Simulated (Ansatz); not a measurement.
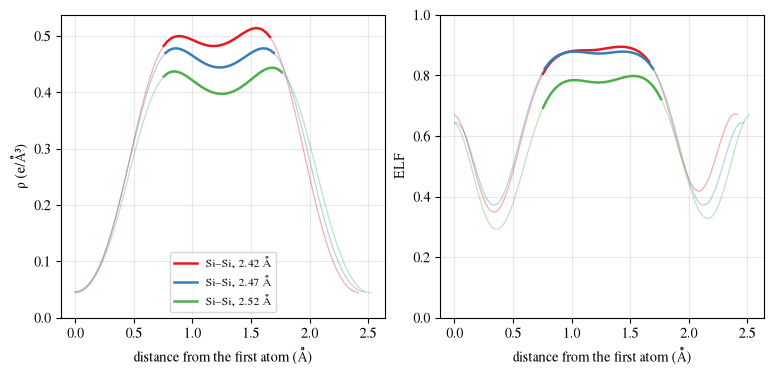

*Si. Valence charge density (pseudo) and ELF along straight lines between neighbouring atoms. Thin, pale parts lie inside the atomic spheres.*

Space group Pbcm; a structure generated by program, which may or may not match a known phase.

The calculation used DFT PBE, scalar-relativistic, plane waves, PAW in Ansatz.

Core electrons are frozen (PAW), and the valence fields are smoothed inside the atomic spheres.

### What can be read from the curves?

Si–Si (2.42 Å): ρ is about 0.48 e/Å³ halfway; the ELF peaks at about 0.90 between the atoms.
Si–Si (2.47 Å): the density is about 0.44 e/Å³ at the midpoint; the ELF peaks at about 0.90 between the atoms.
Si–Si (2.52 Å): ρ is about 0.4 e/Å³ halfway; the ELF peaks at about 0.80 between the atoms.
